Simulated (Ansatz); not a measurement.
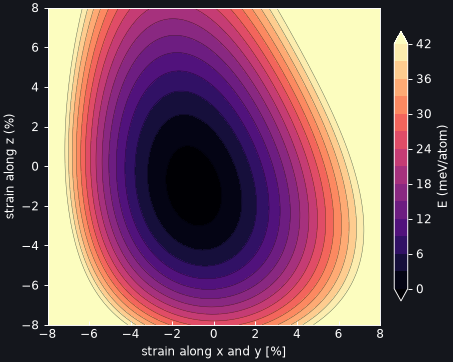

Energy landscape of KCl (Fm-3m, No. 225; 2 atoms in the cell). The cell is strained homogeneously, by one strain along x and y and another along z, with fractional coordinates fixed (x, y and z along the cube axes). The first coordinate is: strain along x and y; the second: strain along z. The grid has 5 × 5 points. All energies are given in meV/atom relative to the lowest grid point. The reference cell is the one listed in the database, not relaxed at this level. Level of theory: Ansatz, DFT PBEsol, scalar-relativistic, plane waves, PAW. Settings: cutoff 420 eV, k-mesh 6×6×6, gaussian smearing 0.05 eV, no spin polarisation.

The picture shows filled contours, one colour for all values above the top of the scale. Between grid points the surface is interpolated. 

> What does the map say about the system?

The lowest grid point is at strain along x and y = 0 %, strain along z = 0 %. The bottom of the well lies between grid points, at about strain along x and y = −1 %, strain along z = −1 %, about 1.7 meV/atom lower on the interpolated surface. No other kind of well shows on this grid. The highest grid point, strain along x and y = −8 %, strain along z = −8 %, lies 101 meV/atom above the lowest. Round the minimum the valley is somewhat tilted: raising strain along x and y shifts the best value of strain along z downwards (coupling k₁₂/√(k₁₁k₂₂) about 0.2). The gap on the k-mesh is 5.0 eV at the lowest point and runs from 4.4 to 5.9 eV over the map.
